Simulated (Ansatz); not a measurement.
## BAs (F-43m): the PBE gap against the k mesh of the density

How far can the k mesh of the density be lowered for the gap of BAs (F-43m)?

Method: DFT, PBE, plane waves, PAW, in Ansatz 0.2.0.

## (1) The starting structure

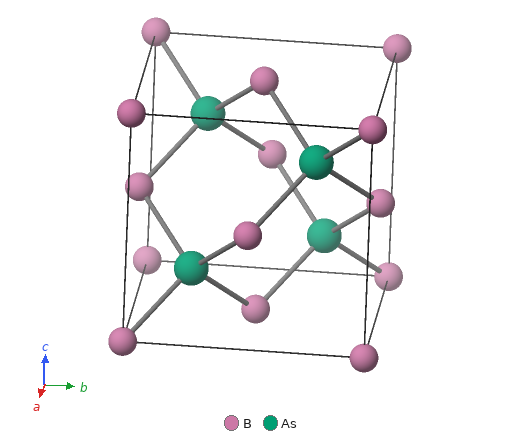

The starting structure, seen slightly off an axis (boron pink, arsenic teal). This picture shows the conventional cell, with its axes. Bonds to atoms that aren't drawn are left out. Some periodic images of atoms are drawn too.

The cell and positions come from the Crystallography Open Database and are kept as given unless a step says otherwise. The default PAW set here is soft_2. Its files were made with PBE.

## (2) k mesh of the density: 2×2×2

input.yaml reads:

```yaml
crystal:
  lattice:
    - [0.0, 2.3885, 2.3885]
    - [2.3885, 0.0, 2.3885]
    - [2.3885, 2.3885, 0.0]
  atoms:
    - { symbol: B, position: [0.0, 0.0, 0.0] }
    - { symbol: As, position: [0.25, 0.25, 0.25] }
kpoints:
  mp_grid: { grid: [2, 2, 2] }
  band_path:
    path:
      - [0.0, 0.0, 0.0]
      - [-0.5, -0.5, 0.0]
      - [-0.375, -0.375, 0.25]
      - [-0.375, 0.0, 0.375]
      - [0.0, 0.0, 0.5]
      - [-0.5, -0.25, 0.25]
      - [-0.4, -0.4, 0.0]
    npoints: 1
hamiltonian:
  xc: pbe
scf:
  occupations: { method: fixed }
  n_extra_bands: 4
output:
  eigenvalues: true
  write_density: true
  write_potential: true
  elf: true
  volumetric_format: npy
```

On the command line:

```bash
ansatz run input.yaml --threads 3 --pin off --max-ram 92160MiB --backend cuda --events-out ev --progress --plain --runs-dir out --devices 1 --max-vram 13GiB  # rebuilt from the run's record
```

Numbers of over 12 decimals in the logs are rounded to 6 here.

Output:

```text
scf.n_extra_bands = 4 over 9 filled bands (N_el = 18.0): the run solves 13 bands
GPUs: using 1 of 1 available (devices: 1).
Engine: ansatz 0.2.0, x86_64-unknown-linux-gnu
Pseudopotentials: kind: paw
Pseudopotential: B, paw, valence charge 3, recommended cutoff 420 eV (normal), B.paw.azcp
Pseudopotential: As, paw, valence charge 15, recommended cutoff 420 eV (normal), As.paw.azcp
Functional definition: PBE
  parameter kappa = 0.804
  parameter beta = 0.066725
  exchange = pbe_x(kappa = kappa, mu = beta*pi^2/3)
  correlation = pbe_c(beta = beta)
device memory: the entry about to start is reckoned to put 1.2 GiB on a device that reports 49.3 GiB free (of which the cap on the GPU budget leaves the run 13.0 GiB)
GPU FFT provider: cuFFT
GPU libraries: cuBLAS 13.8.2, cuFFT 12.4.0, cuSOLVER 12.3.4
Crystal: 2 atoms, lattice volume = 27.252 Å³
Basis set: ecut = 420 eV, 531 PW (Γ)
Bands: 13, of which v1, the nominal top of the filled ones, is band 9 counted from 1 (8 counted from 0)
Symmetry: 24 space group operations
Space group: F-43m (ITA 216), of the structure as read, at distance tolerance 3.0e-5 Å
k-points: 3 of 8
Non-local potential: B, projectors of the file, l = 0: 2, l = 1: 2, l = 2: 1
Non-local potential: As, projectors of the file, l = 0: 2, l = 1: 2, l = 2: 3, l = 3: 1
PAW form: soft (Blöchl's): semilocal exchange-correlation on the pseudo side does not see the compensation charge
PAW one-centre angular grid: B, 110 points (default); XC on 64 Gauss nodes
PAW one-centre angular grid: As, 590 points (default); XC on 64 Gauss nodes
Initial density: superposition of atomic densities (neutral atoms: chi_scale 0, normalization atom), corrected by the library's trained network
Initial wavefunctions: pseudopotential atomic-orbital guess
GPU buffer pool allocated for 13824 grid points (all kernels)
GPU transforms: local potential and band sums: pruned to the plane-wave sphere, on 24×24×24
Functional: x = pbe(κ = 0.804, μ = 0.219515), c = pbe(β = 0.066725)
SCF iter   1: F=—  HF=-5009.247543 eV  |F-HF|=—  |Δ(HF+E_count)|=         —  Δρ=2.00e-2  dr2=1.37e-1  ethr=1.77e-3  ⟨swp⟩=4.0  Hψ=185  notcnv=0  defer=4
preconditioner: auto → none  [insulator: Δε(μ)=1.443 eV  Ē_g=11.723 eV  n_scr=8 (ndim 8)  ℏωp=20.1 eV  f_vac=0.001  ε∞_Penn≈3.9]
SCF iter   2: F=—  HF=-5009.211607 eV  |F-HF|=—  |Δ(HF+E_count)|=   3.59e-2  Δρ=8.11e-3  dr2=1.96e-2  ethr=7.63e-4  ⟨swp⟩=2.0  Hψ=71  notcnv=0  defer=4
SCF iter   3: F=—  HF=-5009.209652 eV  |F-HF|=—  |Δ(HF+E_count)|=   1.95e-3  Δρ=3.07e-3  dr2=3.11e-3  ethr=1.09e-4  ⟨swp⟩=2.0  Hψ=58  notcnv=0  defer=4
SCF iter   4: F=—  HF=-5009.209061 eV  |F-HF|=—  |Δ(HF+E_count)|=   5.92e-4  Δρ=6.39e-4  dr2=7.55e-5  ethr=1.73e-5  ⟨swp⟩=3.0  Hψ=74  notcnv=0  defer=4
SCF iter   5: F=—  HF=-5009.209147 eV  |F-HF|=—  |Δ(HF+E_count)|=   8.65e-5  Δρ=2.48e-4  dr2=7.78e-6  ethr=4.20e-7  ⟨swp⟩=3.0  Hψ=68  notcnv=0  defer=3
SCF iter   6: F=-5009.209161 eV  HF=-5009.209160 eV  |F-HF|=7.18e-8  |Δ(HF+E_count)|=   1.35e-5  Δρ=1.54e-5  dr2=3.46e-8  ethr=5.56e-10  ⟨swp⟩=4.7  Hψ=201  notcnv=0
SCF 1 converged in 6 iterations: F = -5009.209161 eV  dr2 = 3.46e-8
[...]
device memory: the entry about to start is reckoned to put 0.7 GiB on a device that reports 49.3 GiB free (of which the cap on the GPU budget leaves the run 13.0 GiB)
NSCF: frozen V_eff on 7 k-points
SCF converged after 6 iterations
Free energy (F): -5009.209161 eV
Harris-Foulkes:  -5009.209160 eV  (|F-HF|=7.18e-8)
Internal energy: -5009.209161 eV  (E = F + TS)
E sigma→0 (E₀):  -5009.209161 eV
Fermi energy:    11.451763 eV
--- Per-component energies (eV) ---
  E_band       = -201.627850
  E_kinetic    = 159.642136
  E_local      = -1702.485486  (includes V_loc(G=0)·N_el)
  E_nonlocal   = -659.043360
  E_hartree    = 946.627227
  E_xc         = -111.716314
  E_vxc        = -118.076043  (∫ρ·V_xc dr)
  E_paw        = -1916.458372  (= ΣΔE_a)
  E_vpaw       = 225.076752  (= ΣTr[D̂ρ^β])
  E_aug_tail   = 0.000006  (compensation charges beyond the density's cutoff)
  E_ewald      = -1725.774997
  E_smearing   = -0.000000  (= −TS)
  E_closure    = 0.000000  (closes the sum)
  Σ components = -5009.209161   (vs F -5009.209161, Δ=0.00e0)
--- Band table (eV) ---
  k-point 0: bands = [... 5 lower, -4.0548, 11.4518, 11.4518, 11.4518, 14.5986, 14.5986, 14.5986, 16.1528]
  k-point 1: bands = [... 5 lower, -1.1708, 2.5778, 9.5929, 9.5929, 14.1004, 16.0989, 16.0989, 20.2525]
  k-point 2: bands = [... 5 lower, 0.1377, 2.8766, 7.2959, 7.2959, 12.7489, 12.7827, 22.8352, 22.8352]
```

It took 3.5 s on 1 × NVIDIA H100 80GB HBM3 (shared by 6 runs) with 3 threads of AMD EPYC 7R13 (Zen 3), shared host; peak memory 0.88 GiB; 2.9 s of CPU time.

This step gave:

```yaml
gap: 1.063 eV
valence_top_at: Γ
conduction_bottom_at: k = (-0.400, -0.400, 0.000)
least_direct_gap: 3.147 eV
```

The gap is indirect, with the least direct gap 2.08 eV higher.

## (3) k mesh of the density: 4×4×4

input.yaml, as its differences from that of step 2:

```diff
@@ -9,3 +9,3 @@
 kpoints:
-  mp_grid: { grid: [2, 2, 2] }
+  mp_grid: { grid: [4, 4, 4] }
   band_path:
```

Output:

```text
[...]
GPUs: using 1 of 1 available (devices: 1).
[...]
GPU FFT provider: cuFFT
GPU libraries: cuBLAS 13.8.2, cuFFT 12.4.0, cuSOLVER 12.3.4
Crystal: 2 atoms, lattice volume = 27.252 Å³
Basis set: ecut = 420 eV, 531 PW (Γ)
Bands: 13, of which v1, the nominal top of the filled ones, is band 9 counted from 1 (8 counted from 0)
[... 1 set-up line as in the run before ...]
[...]
Fermi energy:    11.165030 eV
[...]
--- Band table (eV; the first three rows and the last of 8) ---
  k-point 0: bands = [... 5 lower, -4.2503, 11.1650, 11.1650, 11.1650, 14.4294, 14.4294, 14.4294, 15.8417]
  k-point 1: bands = [... 5 lower, -3.2481, 6.2221, 10.0135, 10.0135, 14.2240, 15.8104, 15.8104, 19.0706]
  k-point 2: bands = [... 5 lower, -1.3782, 2.3751, 9.3407, 9.3407, 13.8497, 15.9413, 15.9413, 20.0424]
  k-point 7: bands = [... 5 lower, 0.0929, 3.1083, 5.6692, 5.9669, 16.4228, 17.1040, 17.9663, 18.1978]
[key lines of the parts left out:]
SCF converged after 6 iterations
Free energy (F): -5011.922122 eV
```

Run time: 3.1 s. Hardware: 1 × NVIDIA H100 80GB HBM3 (shared by 6 runs) with 3 threads; peak memory 0.88 GiB.

Numbers from this step:

```yaml
gap: 1.170 eV
valence_top_at: Γ
conduction_bottom_at: k = (-0.400, -0.400, 0.000)
least_direct_gap: 3.264 eV
```

The gap is 1.170 eV, +0.107 eV from the run before at this level.

## (4) k mesh of the density: 8×8×8 (the default)

input.yaml, the sections that differ from step 3:

```yaml
kpoints:
  mp_grid: { grid: [8, 8, 8] }
  band_path:
    path:
      - [[0.0, 0.0, 0.0], [-0.5, -0.5, 0.0], [-0.375, -0.375, 0.25]]
      - [[-0.375, 0.0, 0.375], [0.0, 0.0, 0.0], [0.0, 0.0, 0.5], [-0.5, -0.25, 0.25], [-0.5, -0.5, 0.0]]
    npoints: 10
scf:
  occupations: { method: fermi_dirac, width: 0.02 }
  n_extra_bands: 4
# crystal, hamiltonian, output: as in step 3
```

Output:

```text
[...]
GPUs: using 1 of 1 available (devices: 1).
[...]
GPU FFT provider: cuFFT
GPU libraries: cuBLAS 13.8.2, cuFFT 12.4.0, cuSOLVER 12.3.4
Crystal: 2 atoms, lattice volume = 27.252 Å³
Basis set: ecut = 420 eV, 531 PW (Γ)
Bands: 13, of which v1, the nominal top of the filled ones, is band 9 counted from 1 (8 counted from 0)
[... 1 set-up line as in the run before ...]
[...]
Fermi energy:    11.718365 eV
[...]
--- Band table (eV; the first three rows and the last of 29) ---
  k-point 0: bands = [... 5 lower, -4.2770, 11.1267, 11.1267, 11.1267, 14.4073, 14.4073, 14.4073, 15.8003]
  k-point 1: bands = [... 5 lower, -4.0209, 9.1629, 10.6890, 10.6890, 14.5218, 14.9846, 14.9846, 17.0810]
  k-point 2: bands = [... 5 lower, -3.2753, 6.1921, 9.9790, 9.9790, 14.1913, 15.7861, 15.7861, 19.0311]
  k-point 28: bands = [... 5 lower, 0.0640, 3.0745, 5.6456, 5.9402, 16.3925, 17.0683, 17.9428, 18.1741]
[key lines of the parts left out:]
SCF converged after 6 iterations
Free energy (F): -5012.098094 eV
```

Run time: 6.1 s. Hardware: 1 × NVIDIA H100 80GB HBM3 (shared by 6 runs) with 3 threads; peak memory 0.9 GiB.

Numbers from this step:

```yaml
gap: 1.184 eV
valence_top_at: Γ
conduction_bottom_at: k = (-0.400, -0.400, 0.000)
least_direct_gap: 3.281 eV
```

The gap is 1.184 eV, +0.014 eV from the run before at this level.

## (5) k mesh of the density: 12×12×12

input.yaml, the sections that differ from step 4:

```yaml
kpoints:
  mp_grid: { grid: [12, 12, 12] }
  band_path:
    path:
      - [0.0, 0.0, 0.0]
      - [-0.5, -0.5, 0.0]
      - [-0.375, -0.375, 0.25]
      - [-0.375, 0.0, 0.375]
      - [0.0, 0.0, 0.5]
      - [-0.5, -0.25, 0.25]
      - [-0.4, -0.4, 0.0]
    npoints: 1
scf:
  occupations: { method: fixed }
  n_extra_bands: 4
output:
  eigenvalues: true
# crystal, hamiltonian: as in step 4
```

Output:

```text
[...]
GPUs: using 1 of 1 available (devices: 1).
[...]
GPU FFT provider: cuFFT
GPU libraries: cuBLAS 13.8.2, cuFFT 12.4.0, cuSOLVER 12.3.4
Crystal: 2 atoms, lattice volume = 27.252 Å³
Basis set: ecut = 420 eV, 531 PW (Γ)
Bands: 13, of which v1, the nominal top of the filled ones, is band 9 counted from 1 (8 counted from 0)
[... 1 set-up line as in the run before ...]
[...]
Fermi energy:    11.125651 eV
[...]
--- Band table (eV; the first three rows and the last of 72) ---
  k-point 0: bands = [... 5 lower, -4.2777, 11.1257, 11.1257, 11.1257, 14.4067, 14.4067, 14.4067, 15.7991]
  k-point 1: bands = [... 5 lower, -4.1635, 10.0873, 10.9073, 10.9073, 14.5534, 14.6946, 14.6946, 16.4288]
  k-point 2: bands = [... 5 lower, -3.8247, 8.1697, 10.4450, 10.4450, 14.4268, 15.2944, 15.2944, 17.7732]
  k-point 71: bands = [... 5 lower, 0.0633, 3.0735, 5.6450, 5.9395, 16.3917, 17.0673, 17.9422, 18.1734]
[key lines of the parts left out:]
SCF converged after 6 iterations
Free energy (F): -5012.100588 eV
```

Wall time 9.2 s (1 × NVIDIA H100 80GB HBM3 (shared by 6 runs) with 3 threads); peak memory 0.87 GiB; 5.7 s of CPU time.

Numbers from this step:

* gap: 1.184 eV
* valence top at: Γ
* conduction bottom at: k = (-0.400, -0.400, 0.000)
* least direct gap: 3.281 eV

The gap is 1.184 eV, as in the run before at this level.

## (6) The series

Differences are against the last row; a negative gap means that bands overlap, and a run with a band path holds that path's time. Times are wall times on 1 × NVIDIA H100 80GB HBM3 (shared by 6 runs) with 3 threads of AMD EPYC 7R13 (Zen 3), shared host, good to a factor of about two.

| k mesh of the density | gap (eV) | direct gap (eV) | gap error (eV) | energy error (meV/atom) | irreducible k | time |
| --- | --- | --- | --- | --- | --- | --- |
| 2×2×2 | 1.063 | 3.147 | −0.121 | +1445.7 | 3 | 3.5 s |
| 4×4×4 | 1.170 | 3.264 | −0.014 | +89.2 | 8 | 3.1 s |
| 8×8×8 | 1.184 | 3.281 | −0.0004 | +1.2 | 29 | 6.1 s |
| 12×12×12 | 1.184 | 3.281 | +0.000 | +0.0 | 72 | 9.2 s |

## (7) Results

| Item | Value |
| --- | --- |
| 2×2×2 | 1.063 eV |
| 4×4×4 | 1.170 eV |
| 8×8×8 | 1.184 eV |
| 12×12×12 | 1.184 eV |

What this shows: The gap holds to 0.02 eV from 4×4×4 on. At 2×2×2 the gap is off by −0.121 eV and the energy by +1446 meV/atom. The gap is read over the mesh and added points near the edges, so meshes differ mainly through the density and, for a hybrid, the exchange operator.

[Paths, hosts, dates, memory and timing lines, banners, echoed tables and standing remarks are left out of the program output.]

[Logs are printed without paths, hosts, clocks, repeated set-up lines and the standing remarks that a program may print on its own settings, such as how far it seeks lower states.]

[Runs of the session that timed out or met a known fault of the program may be left out.]

[Cells called generated may have been cut or substituted from an entry of the Crystallography Open Database or the Materials Project.]

[Hosts, paths, dates, database ids (printed as entryN), source tags and the programs' standing remarks are cut or masked in the printed files.]
